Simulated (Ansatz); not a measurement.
**Run report: Ga3N2, geometry relaxation (part 2 of 2)**

Continued. System: Ga3N2 (R-3m, 5 atoms in the cell). Method: DFT PBE, scalar-relativistic, plane waves, PAW, no spin polarisation (Ansatz 0.2.0); cutoff 420 eV, 6×6×6 k-mesh, Gaussian smearing of 0.1 eV. The structure was made by swapping elements on the sites of another compound; it need not be a known phase. It belongs to a series of runs on one base structure; here: anti-tetradymite type (R-3m, No. 166).

Geometry of the input (Å; fractional positions):
```
1.6161  0.9330  7.4914
-1.6161  0.9330  7.4914
0.0000  -1.8661  7.4914
Ga 0.0000  0.0000  0.0000
Ga 0.2095  0.2095  0.2095
Ga 0.7905  0.7905  0.7905
N  0.4000  0.4000  0.4000
N  0.6000  0.6000  0.6000
```

## Output, continued
```
SCF iter   1: F=—  HF=-12116.570594 eV  |F-HF|=—  |Δ(HF+E_count)|=         —  Δρ=3.09e-4  dr2=9.34e-5  ethr=1.85e-7  ⟨swp⟩=2.2  Hψ=4371  notcnv=0
preconditioner: auto → Kerker (q_TF=auto, 2.652 Å⁻¹)  [metal: Δε(μ)=0.044 eV  Ē_g=16.175 eV  σ=0.100 eV  W_gap=0.24  n_scr=22 (ndim 8)  ℏωp=34.1 eV  f_vac=0.000  D(μ)=1.30/eV (n_scr^D=4)]
SCF iter   2: F=—  HF=-12116.570598 eV  |F-HF|=—  |Δ(HF+E_count)|=   3.88e-6  Δρ=1.60e-4  dr2=4.77e-5  ethr=1.85e-7  ⟨swp⟩=1.0  Hψ=961  notcnv=0
SCF iter   3: F=—  HF=-12116.570591 eV  |F-HF|=—  |Δ(HF+E_count)|=   7.32e-6  Δρ=6.51e-5  dr2=1.04e-5  ethr=9.74e-8  ⟨swp⟩=1.2  Hψ=966  notcnv=0
SCF iter   4: F=—  HF=-12116.570589 eV  |F-HF|=—  |Δ(HF+E_count)|=   2.04e-6  Δρ=2.79e-5  dr2=1.06e-6  ethr=2.12e-8  ⟨swp⟩=3.0  Hψ=1710  notcnv=0
SCF iter   5: F=-12116.570588 eV  HF=-12116.570589 eV  |F-HF|=2.59e-7  |Δ(HF+E_count)|=   2.29e-7  Δρ=1.67e-5  dr2=1.80e-7  ethr=1.02e-9  ⟨swp⟩=5.1  Hψ=4170  notcnv=0
SCF 7 converged in 5 iterations: F = -12116.570588 eV  dr2 = 1.80e-7
relax step   7: F+E_penalty+E_count = -12116.57058836 eV  Δ(F+E_penalty+E_count) = -4.215e-4 eV  max|allowed force component| = 4.002e-3 eV/Å  Δτ_max = 0.0013 Å  P = -0.008 GPa  Ω = 58.052 Å³  energy of the carried Pulay correction = +2.772e-4 eV  (5 SCF iters, dr2 threshold 5.00e-7 eV, accepted)
iter 1 solved again at ethr=1.61e-8 eV; its pass at ethr=3.10e-3 eV (dr2=7.91e-6 eV) is discarded
SCF iter   1: F=—  HF=-12116.570288 eV  |F-HF|=—  |Δ(HF+E_count)|=         —  Δρ=2.18e-5  dr2=2.16e-7  ethr=1.61e-8  ⟨swp⟩=3.0  Hψ=6350  notcnv=0
preconditioner: auto → Kerker (q_TF=auto, 2.652 Å⁻¹)  [metal: Δε(μ)=0.041 eV  Ē_g=16.175 eV  σ=0.100 eV  W_gap=0.23  n_scr=22 (ndim 8)  ℏωp=34.1 eV  f_vac=0.000  D(μ)=1.30/eV (n_scr^D=4)]
SCF iter   2: F=—  HF=-12116.570301 eV  |F-HF|=—  |Δ(HF+E_count)|=   1.38e-5  Δρ=1.01e-5  dr2=9.91e-8  ethr=4.42e-10  ⟨swp⟩=2.0  Hψ=1590  notcnv=0
SCF iter   3: F=—  HF=-12116.570301 eV  |F-HF|=—  |Δ(HF+E_count)|=   8.50e-9  Δρ=6.51e-6  dr2=5.37e-8  ethr=2.02e-10  ⟨swp⟩=1.0  Hψ=960  notcnv=0
SCF iter   4: F=—  HF=-12116.570301 eV  |F-HF|=—  |Δ(HF+E_count)|=   1.46e-9  Δρ=1.86e-6  dr2=7.51e-9  ethr=1.10e-10  ⟨swp⟩=2.1  Hψ=1111  notcnv=0
SCF iter   5: F=-12116.570301 eV  HF=-12116.570301 eV  |F-HF|=4.07e-10  |Δ(HF+E_count)|=  7.33e-10  Δρ=1.01e-6  dr2=8.01e-10  ethr=6.53e-12  ⟨swp⟩=4.0  Hψ=3073  notcnv=0
SCF 8 converged in 5 iterations: F = -12116.570301 eV  dr2 = 8.01e-10
relax step   8: F+E_penalty+E_count = -12116.57030145 eV  Δ(F+E_penalty+E_count) = +2.869e-4 eV  max|allowed force component| = 3.936e-3 eV/Å  Δτ_max = 0.0000 Å  P = -0.011 GPa  Ω = 58.052 Å³  stress off target by 8.46e-2 GPa  SCF on the basis re-selected at this cell (its energy is not comparable with the rows above)  (5 SCF iters)
```

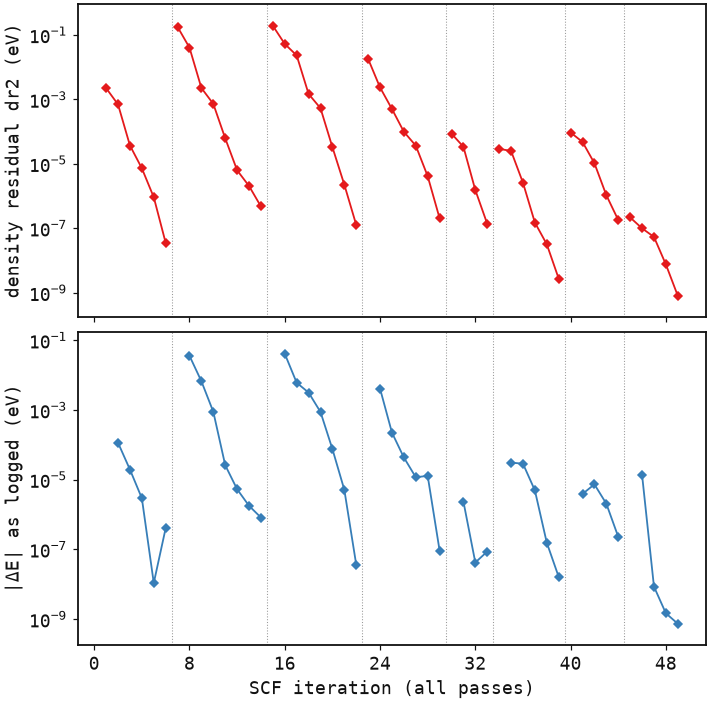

Fig. 1: Convergence of the self-consistent field: density residual dr2 and size of the energy change against the SCF iteration. The dotted lines part the SCF passes of the relaxation: geometry steps, rejected trials and re-solves on a re-selected basis. The 8 passes take 4 to 8 iterations each, 49 in all.

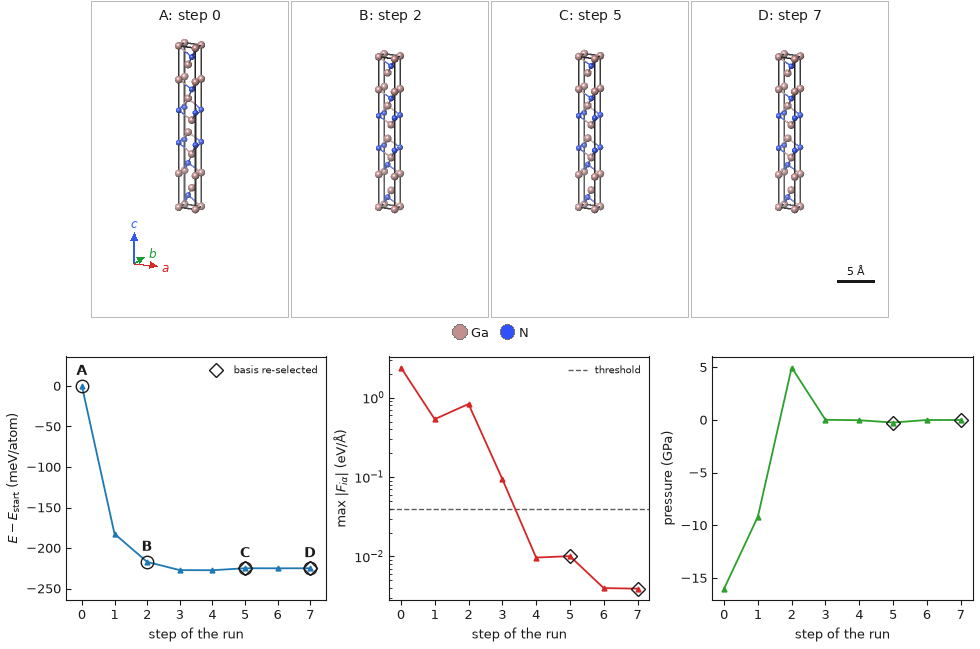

Fig. 2: Frames of the relaxation (ball-and-stick view of the cell 3 times as large as that of the calculation, set on its symmetry axes, seen slightly off an axis) above the curves, on which the letters mark them (the first geometry is step 0 here and step 1 in the log).

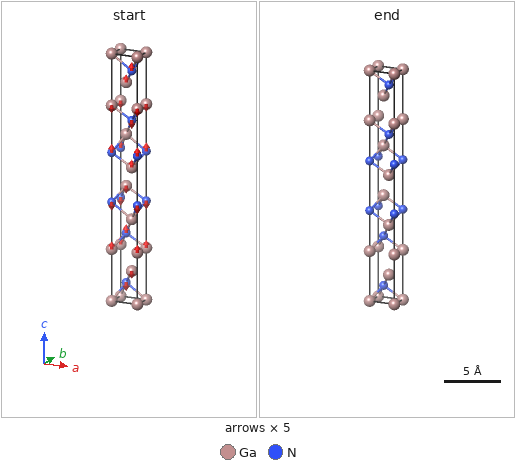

Fig. 3: Before (left) and after (right) the relaxation, at one scale (ball-and-stick view of the cell 3 times as large as that of the calculation, set on its symmetry axes, seen slightly off an axis). The red arrows give the displacements (without the part carried along by the change of the cell), magnified 5 times. Over 5 geometry steps the energy falls by 225 meV per atom. The largest force component goes from 2.4 to 0.0039 eV/Å. Pressure: −16.01 GPa at the start and −0.01 GPa at the end. The basis was re-selected once at an unchanged geometry, which shifts the energy a little without any move. The largest moves relative to the cell, 0.16 Å, are those of N4 and N5. By element the largest moves are N 0.16 Å, Ga 0.14 Å. Cell: a = b 3.232 → 3.099 Å (−4.1 %), c 22.474 → 20.935 Å (−6.8 %). Volume −14.3 %. Distances before and after: Ga1–N4 2.393 → 2.175 Å, Ga2–N5 2.266 → 2.163 Å. Among the angles that change: N4–Ga1–N4 85.0° → 90.9°, Ga1–N4–Ga1 85.0° → 90.9°, N4–Ga1–N5 95.0° → 89.1°. The space group stays R-3m (No. 166). The energy change given includes the shifts at the re-selections in mid-walk, which come without any move. A last SCF at the same geometry on a re-selected plane-wave basis shifts the energy by +0.1 meV per atom. (Atoms are counted from 1 in the order of the input.)

```
basis re-selected at this cell: Δ(F+E_penalty+E_count) = +2.869e-4 eV, ΔP = -0.003 GPa vs the last step (what re-selecting the basis moved, of the pressure what is left beyond the Pulay correction that the steps carried, after the strain that the cell walked since its last selection, with what the two solves' SCF thresholds leave and, on support functions, any second-order correction that the steps lacked; it is no measure of the basis error at this ecutwfc). This SCF's stress stands 8.46e-2 GPa from its target on what of the cell is left free (relax.cell.stress_tol is 4.00e-1 GPa) and its largest allowed force component is 3.94e-3 eV/Å (relax.f_tol is 4.00e-2 eV/Å): within both
SCF converged after 5 iterations
Free energy (F): -12116.570301 eV
Harris-Foulkes:  -12116.570301 eV  (|F-HF|=4.07e-10)
Internal energy: -12116.563792 eV  (E = F + TS)
E sigma→0 (E₀):  -12116.567047 eV
Entropy (-TS):   -0.006509 eV (-1.302 meV/atom)
Fermi energy:    12.607780 eV
--- Per-component energies (eV) ---
  E_band       = 29.415517
  E_kinetic    = 605.597741
  E_local      = -5223.981768  (includes V_loc(G=0)·N_el)
  E_nonlocal   = 1373.439161
  E_hartree    = 2442.832555
  E_xc         = -326.190192
  E_vxc        = -325.578027  (∫ρ·V_xc dr)
  E_paw        = -6228.796596  (= ΣΔE_a)
  E_vpaw       = -1285.726251  (= ΣTr[D̂ρ^β])
  E_aug_tail   = -0.000164  (compensation charges beyond the density's cutoff)
  E_ewald      = -4759.464529
  E_smearing   = -0.006509  (= −TS)
  E_closure    = -0.000000  (closes the sum)
  Σ components = -12116.570301   (vs F -12116.570301, Δ=0.00e0)
--- Forces (eV/Å), atoms counted from 1 ---
  atom   1  Ga     0.00000000     0.00000000    -0.00000000
  atom   2  Ga     0.00000000    -0.00000000    -0.00393637
  atom   3  Ga     0.00000000     0.00000000     0.00393637
  atom   4  N     -0.00000000     0.00000000     0.00350616
  atom   5  N      0.00000000    -0.00000000    -0.00350616
  max |Σ_I F_I| component: 3.47e-18 eV/Å
--- Stress (GPa, compression-positive) ---
       -0.059065      -0.000000      -0.000000
       -0.000000      -0.059065       0.000000
       -0.000000       0.000000       0.084607
  P = ⅓ Tr σ = -0.0112 GPa (-0.112 kbar)
--- Band table (eV; the first three rows and the last of 32) ---
  k-point 0: bands = ["-4.9301", "-3.4966", "-2.8748", "-2.8586", "-2.8586", "-2.7342", "-2.7342", "-2.6008", "-2.6008", "-2.5750", "-2.5750", "-2.5688", "-2.4740", "-2.4067", "-2.4067", "-2.3413", "-2.3413", "2.2270", "7.5217", "7.5465", "10.6055", "10.6055", "10.7300", "10.7300", "14.2878", "14.4948", "17.7501", "20.0850", "20.2984", "20.2984"]
  k-point 1: bands = ["-4.5688", "-3.6894", "-2.8470", "-2.8170", "-2.7935", "-2.7434", "-2.6783", "-2.6322", "-2.5860", "-2.5747", "-2.5265", "-2.4792", "-2.4569", "-2.4091", "-2.3305", "-2.3095", "-2.0995", "2.7869", "6.9478", "7.7935", "9.1766", "9.7178", "9.9619", "10.6518", "14.7939", "15.7038", "17.2915", "17.4820", "18.9558", "19.4397"]
  k-point 2: bands = ["-4.0057", "-3.6826", "-2.8717", "-2.8212", "-2.7802", "-2.6812", "-2.6770", "-2.6319", "-2.5546", "-2.5230", "-2.4511", "-2.4351", "-2.4331", "-2.3812", "-2.3312", "-2.0709", "-1.0788", "4.3003", "5.0483", "6.1680", "9.0700", "9.1419", "9.6676", "10.1832", "12.1960", "14.9193", "15.7486", "17.7260", "18.6251", "19.0922"]
  k-point 31: bands = ["-4.8354", "-3.6643", "-2.8792", "-2.8510", "-2.8510", "-2.7407", "-2.7407", "-2.6223", "-2.6223", "-2.6150", "-2.5499", "-2.5499", "-2.4638", "-2.4223", "-2.4223", "-2.3303", "-2.3303", "3.3398", "4.5940", "10.6073", "10.6073", "10.7304", "10.7304", "10.7627", "11.9399", "15.2341", "18.0188", "19.5934", "19.5934", "21.8172"]
--- Relaxed structure (6 steps of the walk, 6 accepted, 2 SCFs on fresh bases) ---
  F+E_penalty+E_count = -12116.57030145 eV   max|allowed force component| = 3.936e-3 eV/Å   (the final SCF, on the basis selected at the relaxed cell)
  cell:  # Å, volume = 58.0520 Å³
    - [1.5496661188732528, 0.8947001509010398, 6.978306230409635]
    - [-1.5496661188732528, 0.8947001509010398, 6.978306230409635]
    - [-8.493710771020475e-34, -1.789400301755505, 6.978306230415606]
  atoms:
    - { symbol: Ga, position: [-2.470002044027116e-19, -2.4700020440270977e-19, -2.470002044120347e-19] }
    - { symbol: Ga, position: [0.21622661156234302, 0.21622661156234302, 0.216226611562343] }
    - { symbol: Ga, position: [0.783773388437657, 0.783773388437657, 0.7837733884376569] }
    - { symbol: N, position: [0.3923930035993258, 0.3923930035993258, 0.39239300359932583] }
    - { symbol: N, position: [0.6076069964006743, 0.6076069964006743, 0.6076069964006744] }
```

## Trajectory as extended XYZ (Å, eV, eV/Å), 8 frames, from step=1 to step=8
```
5
Lattice="1.6161 0.9330 7.4914 -1.6161 0.9330 7.4914 0.0000 -1.8661 7.4914" Properties=species:S:1:pos:R:3:forces:R:3 step=1 energy=-12115.44541 pressure_GPa=-16.01
Ga    0.0000    0.0000    0.0000    0.0000   0.0000   0.0000
Ga    0.0000    0.0000    4.7083    0.0000   0.0000   2.3911
Ga    0.0000    0.0000   17.7658    0.0000   0.0000  -2.3911
N     0.0000    0.0000    8.9897    0.0000   0.0000  -0.3925
N     0.0000    0.0000   13.4845    0.0000   0.0000   0.3925
5
Lattice="1.5959 0.9214 7.1264 -1.5959 0.9214 7.1264 0.0000 -1.8428 7.1264" Properties=species:S:1:pos:R:3:forces:R:3 step=2 energy=-12116.35769 pressure_GPa=-9.18
Ga    0.0000    0.0000    0.0000    0.0000   0.0000   0.0000
Ga    0.0000    0.0000    4.5984    0.0000   0.0000   0.5278
Ga    0.0000    0.0000   16.7807    0.0000   0.0000  -0.5278
N     0.0000    0.0000    8.4739    0.0000   0.0000  -0.5353
N     0.0000    0.0000   12.9052    0.0000   0.0000   0.5353
5
Lattice="1.5340 0.8857 6.9838 -1.5340 0.8857 6.9838 0.0000 -1.7714 6.9838" Properties=species:S:1:pos:R:3:forces:R:3 step=3 energy=-12116.53101 pressure_GPa=4.97
Ga    0.0000    0.0000    0.0000    0.0000   0.0000   0.0000
Ga    0.0000    0.0000    4.5731    0.0000   0.0000  -0.8318
Ga    0.0000    0.0000   16.3784    0.0000   0.0000   0.8318
N     0.0000    0.0000    8.2212    0.0000   0.0000  -0.2082
N     0.0000    0.0000   12.7303    0.0000   0.0000   0.2082
5
Lattice="1.5507 0.8953 6.9808 -1.5507 0.8953 6.9808 0.0000 -1.7906 6.9808" Properties=species:S:1:pos:R:3:forces:R:3 step=4 energy=-12116.58179 pressure_GPa=0.01
Ga    0.0000    0.0000    0.0000    0.0000   0.0000   0.0000
Ga    0.0000    0.0000    4.5280    0.0000   0.0000  -0.0213
Ga    0.0000    0.0000   16.4144    0.0000   0.0000   0.0213
N     0.0000    0.0000    8.2263    0.0000   0.0000  -0.0945
N     0.0000    0.0000   12.7162    0.0000   0.0000   0.0945
5
Lattice="1.5497 0.8947 6.9913 -1.5497 0.8947 6.9913 0.0000 -1.7895 6.9913" Properties=species:S:1:pos:R:3:forces:R:3 step=5 energy=-12116.58252 pressure_GPa=-0.03
Ga    0.0000    0.0000    0.0000    0.0000   0.0000   0.0000
Ga    0.0000    0.0000    4.5363    0.0000   0.0000   0.0016
Ga    0.0000    0.0000   16.4375    0.0000   0.0000  -0.0016
N     0.0000    0.0000    8.2291    0.0000   0.0000   0.0097
N     0.0000    0.0000   12.7448    0.0000   0.0000  -0.0097
5
Lattice="1.5497 0.8947 6.9913 -1.5497 0.8947 6.9913 0.0000 -1.7895 6.9913" Properties=species:S:1:pos:R:3:forces:R:3 step=6 energy=-12116.57017 pressure_GPa=-0.25
Ga    0.0000    0.0000    0.0000    0.0000   0.0000   0.0000
Ga    0.0000    0.0000    4.5363    0.0000   0.0000   0.0005
Ga    0.0000    0.0000   16.4375    0.0000   0.0000  -0.0005
N     0.0000    0.0000    8.2291    0.0000   0.0000   0.0101
N     0.0000    0.0000   12.7448    0.0000   0.0000  -0.0101
5
Lattice="1.5497 0.8947 6.9783 -1.5497 0.8947 6.9783 0.0000 -1.7894 6.9783" Properties=species:S:1:pos:R:3:forces:R:3 step=7 energy=-12116.57059 pressure_GPa=-0.01
Ga    0.0000    0.0000    0.0000    0.0000   0.0000   0.0000
Ga    0.0000    0.0000    4.5267    0.0000   0.0000  -0.0040
Ga    0.0000    0.0000   16.4082    0.0000   0.0000   0.0040
N     0.0000    0.0000    8.2147    0.0000   0.0000   0.0036
N     0.0000    0.0000   12.7202    0.0000   0.0000  -0.0036
5
Lattice="1.5497 0.8947 6.9783 -1.5497 0.8947 6.9783 0.0000 -1.7894 6.9783" Properties=species:S:1:pos:R:3:forces:R:3 step=8 energy=-12116.57030 pressure_GPa=-0.01
Ga    0.0000    0.0000    0.0000    0.0000   0.0000   0.0000
Ga    0.0000    0.0000    4.5267    0.0000   0.0000  -0.0039
Ga    0.0000    0.0000   16.4082    0.0000   0.0000   0.0039
N     0.0000    0.0000    8.2147    0.0000   0.0000   0.0035
N     0.0000    0.0000   12.7202    0.0000   0.0000  -0.0035
```

## Results in brief

- outcome: converged
- space group (tolerance 0.01 Å): R-3m (166)
- electrons treated: 49
- free energy: −12116.5703 eV
- Fermi energy: 12.608 eV
- gap on the k-point mesh: none (metallic)
- pressure: −0.01 GPa
- final volume: 58.05 Å³
- largest force (length of the vector) at the end: 0.004 eV/Å
- final cell: a = 7.204 Å, b = 7.204 Å, c = 7.204 Å, α = 24.84°, β = 24.84°, γ = 24.84°
- wall time: 15 s
- peak memory: 0.4 GiB

## Notes

The cell holds an odd number of electrons but the run has no spin polarisation, so it comes out as a metal.
